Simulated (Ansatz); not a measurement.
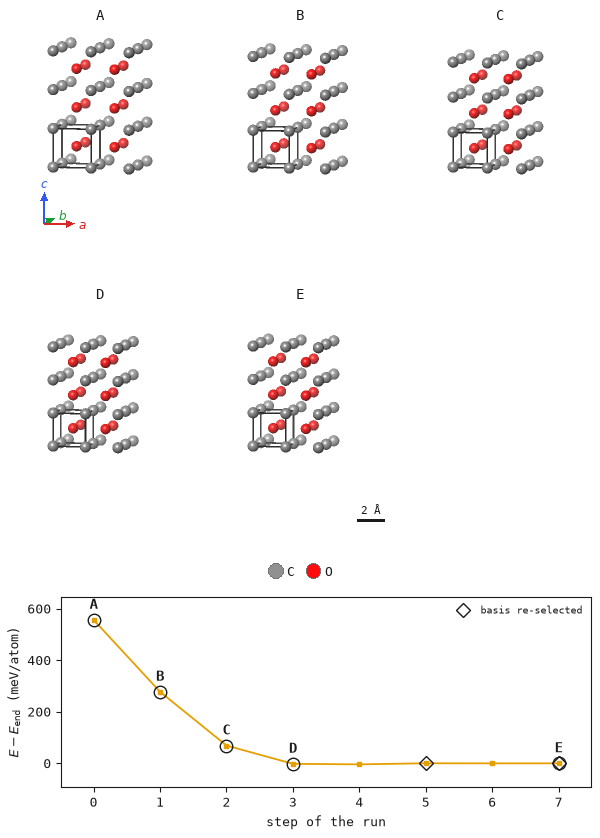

Frames of a relaxation of crystalline CO (built on the caesium chloride_221 type) (coarse preliminary run), marked on the history of the run. A ball-and-stick model of the cell of the calculation, repeated 2 × 2 × 3 with one cell outlined, seen slightly off an axis.

Case: caesium chloride type (Pm-3m, No. 221).

Method: DFT PBE, scalar-relativistic, plane waves, PAW in Ansatz. (plane-wave cutoff 420 eV; k-point mesh 6 × 6 × 6; occupations gaussian; smearing width 0.1 eV; collinear spin; cell and atoms relaxed; force threshold 0.04 eV/Å; at most 70 steps)

Question: What happens along the run?

Answer: Over 5 accepted moves (7 points after the start) the energy falls by 557 meV per atom. All forces vanish by symmetry, so only the cell relaxes. The pressure goes from −26.56 to 0.00 GPa. The SCF was repeated twice at an unchanged geometry on a basis and grid sized afresh for the cell, which shifted the energy by 4.2 meV per atom at most. No atom moves by more than 0.005 Å relative to the cell. The volume changes by −36.3 %, with a = b = c 2.904 → 2.498 Å (−14.0 %). The space group stays Pm-3m (No. 221). The program noted that the starting moments weren't kept. From step 0 to 1: volume −13.9 %, energy −279 meV per atom. From step 1 to 2: volume −14.6 %, energy −209 meV per atom. From step 2 to 3: volume −15.3 %, energy −71.0 meV per atom. From step 3 to 7: volume +2.3 %, energy +1.9 meV per atom.

```csv
step,"E − E(0), meV/atom","pressure, GPa","volume, Å³/atom",note
0,0.00,-26.56,12.242,
1,-279.01,-23.91,10.537,
2,-487.70,-16.44,8.999,
3,-558.70,4.71,7.618,
4,-560.72,0.26,7.825,
5,-556.57,-0.66,7.825,"same geometry, new basis"
6,-556.84,0.04,7.793,
7,-556.82,0.00,7.793,"same geometry, new basis"
```
